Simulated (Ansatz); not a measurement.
# Li2Nb3O9 (slab): what the fields show

The calculation's input:

```
crystal:
  lattice:
    - [5.19519772, 0.0, 0.0]
    - [-2.59759886, 4.4991732032, 0.0]
    - [0.0, 0.0, 26.663890463]
  atoms:
    - { symbol: O, position: [0.6955257175, 0.0456718956, 0.2812792833] }
    - { symbol: O, position: [0.9543281044, 0.6498538219, 0.2812792833] }
    - { symbol: O, position: [0.3501461781, 0.3044742825, 0.2812792833] }
    - { symbol: Nb, position: [0.0, 0.0, 0.3108982568] }
    - { symbol: Nb, position: [0.6666666667, 0.3333333333, 0.3345043772] }
    - { symbol: O, position: [0.9711409492, 0.2876614378, 0.3641233507] }
    - { symbol: O, position: [0.7123385622, 0.6834795114, 0.3641233507] }
    - { symbol: O, position: [0.3165204886, 0.0288590508, 0.3641233507] }
    - { symbol: Li, position: [0.3333333333, 0.6666666667, 0.3989032062] }
    - { symbol: Li, position: [0.0, 0.0, 0.4237981108] }
    - { symbol: O, position: [0.3621923842, 0.3790052289, 0.4585779663] }
    - { symbol: O, position: [0.6209947711, 0.9831871553, 0.4585779663] }
    - { symbol: O, position: [0.0168128447, 0.6378076158, 0.4585779663] }
    - { symbol: Nb, position: [0.6666666667, 0.3333333333, 0.4881969398] }
    - { symbol: Nb, position: [0.3333333333, 0.6666666667, 0.5118030602] }
    - { symbol: O, position: [0.6378076158, 0.6209947711, 0.5414220337] }
    - { symbol: O, position: [0.3790052289, 0.0168128447, 0.5414220337] }
    - { symbol: O, position: [0.9831871553, 0.3621923842, 0.5414220337] }
    - { symbol: Li, position: [0.0, 0.0, 0.5762018892] }
    - { symbol: Li, position: [0.6666666667, 0.3333333333, 0.6010967938] }
    - { symbol: O, position: [0.0288590508, 0.7123385622, 0.6358766493] }
    - { symbol: O, position: [0.2876614378, 0.3165204886, 0.6358766493] }
    - { symbol: O, position: [0.6834795114, 0.9711409492, 0.6358766493] }
    - { symbol: Nb, position: [0.3333333333, 0.6666666667, 0.6654956228] }
    - { symbol: Nb, position: [0.0, 0.0, 0.6891017432] }
    - { symbol: O, position: [0.3044742825, 0.9543281044, 0.7187207167] }
    - { symbol: O, position: [0.0456718956, 0.3501461781, 0.7187207167] }
    - { symbol: O, position: [0.6498538219, 0.6955257175, 0.7187207167] }
basis:
  ecutwfc: 420
kpoints:
  mp_grid: { grid: [6, 6, 1] }
hamiltonian:
  xc: pbesol
scf:
  occupations: { method: gaussian, width: 0.05 }
output:
  forces: true
  stress: true
  eigenvalues: true
  write_density: true
  write_potential: true
  elf: true
  volumetric_format: npy
efield:
  axis: 3
  dipole_correction: true
  ramp_width: 0.04
```

Command:

```sh
ansatz run input.yaml --threads 4 --pin off --max-ram 10240MiB --backend cpu --events-out ev --progress --plain --runs-dir out
```

Not relaxed (largest force 1.8 eV/Å).

The calculation used DFT PBEsol, scalar-relativistic, plane waves, PAW in Ansatz.

The density is the valence pseudo-density of a PAW calculation; it isn't the true density close to the nuclei.

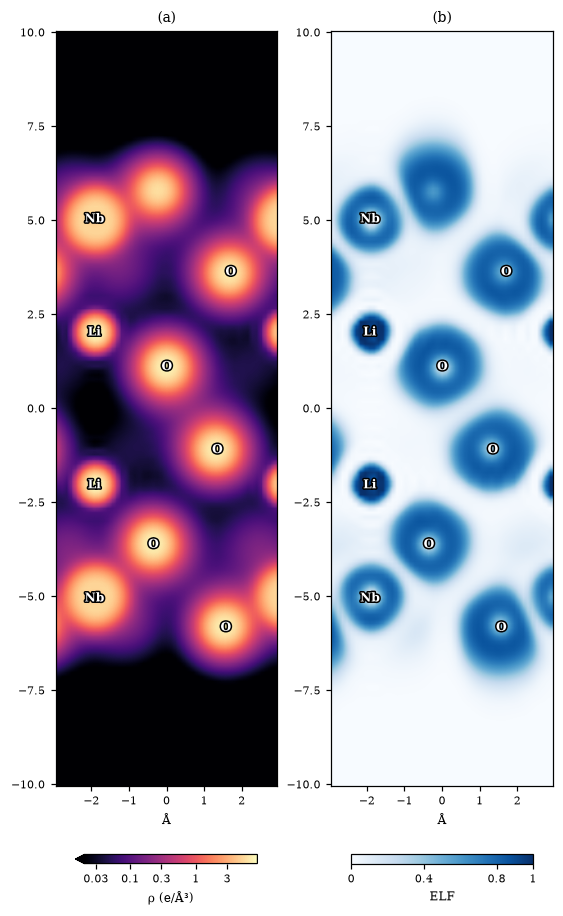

Figure 1. (a) valence electron density; (b) electron localisation function on the (010) plane of the calculation cell, a cut from vacuum to vacuum.

What does the map show?

Answer.
- The section cuts through O, Nb and Li sites.
- Atoms just off the plane (O, 0.3 Å away) can leave unmarked features too.
- Li–O (2.14 Å): ρ is about 0.23 e/Å³ halfway; the ELF peaks at about 0.85 in the valence shell of O, 0.6 Å from its nucleus, and is about 0.50 at the midpoint.
- Nb–O (2.12 Å): the density is about 0.65 e/Å³ at the midpoint; the ELF peaks at about 0.80 in the valence shell of O, 0.6 Å from its nucleus, and drops to about 0.20 between the two atoms: no localised pair shows between them.
- Li–O (2.24 Å): ρ at the midpoint is about 0.18 e/Å³; the ELF peaks at about 0.85 in the valence shell of O, 0.6 Å from its nucleus, and is about 0.45 at the midpoint.
- The density dies away to nearly zero in the vacuum.
- The features right at Nb and Li lie inside the PAW spheres, where the map follows smoothed inner orbitals and isn't to be read closely.

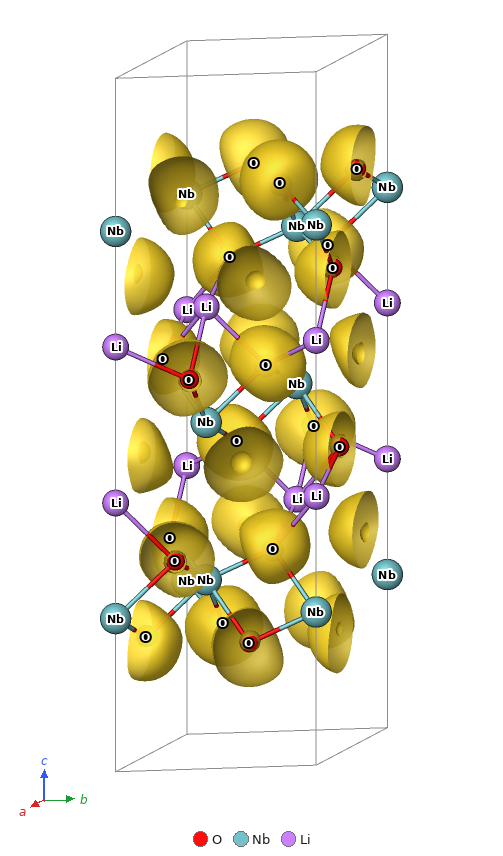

Figure 2. Isosurface of the electron localisation function at 0.6 (yellow), seen slightly off an axis. Core shells and regions of very low density are left out. Sticks mark near contacts.

What do the ELF domains correspond to?

Answer. The surface consists of 18 regions wrapped around O (the valence shell of each), counted in one cell of 28 atoms. Counts are for one cell; the picture repeats the cell along the surface. Profiles from the grid: Nb–O (1.89 Å): the ELF peaks at about 0.80 in the valence shell of O, 0.5 Å from its nucleus, and drops to about 0.30 between the two atoms (no shared electron pair shows on this line).

Does the calculation give a band gap?

Answer. It is gapless in this calculation (a metal or semimetal).
